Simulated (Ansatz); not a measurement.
NaH

```
CELL_PARAMETERS angstrom
4.67794 0.00000 0.00000
0.00000 4.67794 0.00000
0.00000 0.00000 4.67794
ATOMIC_POSITIONS crystal
Na 0.50000 0.00000 0.50000
Na 0.00000 0.00000 0.00000
Na 0.00000 0.50000 0.50000
Na 0.50000 0.50000 0.00000
H 0.00000 0.00000 0.50000
H 0.50000 0.00000 0.00000
H 0.50000 0.50000 0.50000
H 0.00000 0.50000 0.00000
```

Space group Fm-3m.

These are results of DFT, PBEsol, PAW with Ansatz's default frozen-core files, scalar-relativistic; relaxation of cell and atoms (Ansatz 0.2.0), not measurements.

Q: What will maps of the valence pseudo-density and electron localisation function show?

A: Na–H (2.34 Å): ρ is about 0.09 e/Å³ halfway; the ELF climbs to about 1 towards the hydrogen; a hydride-like H with a filled shell, bound largely ionically.

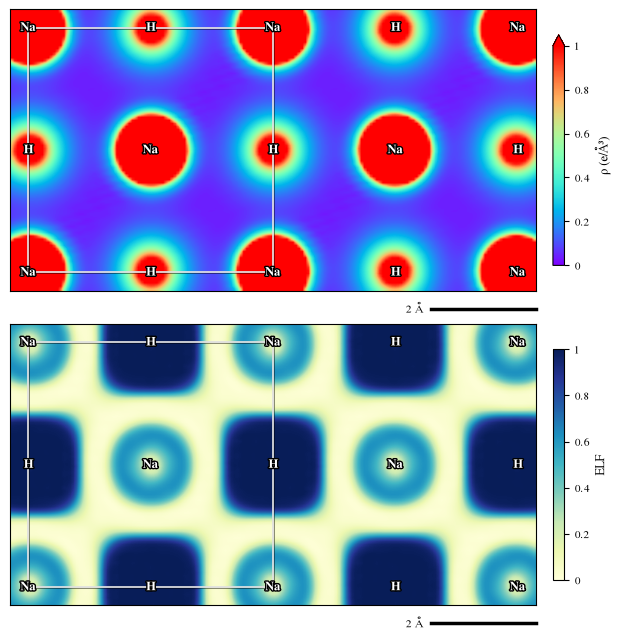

Computed valence pseudo-density and electron localisation function on the (100) plane of the conventional cell, in this order. 

Core electrons are frozen (PAW), and the valence fields are smoothed inside the atomic spheres.
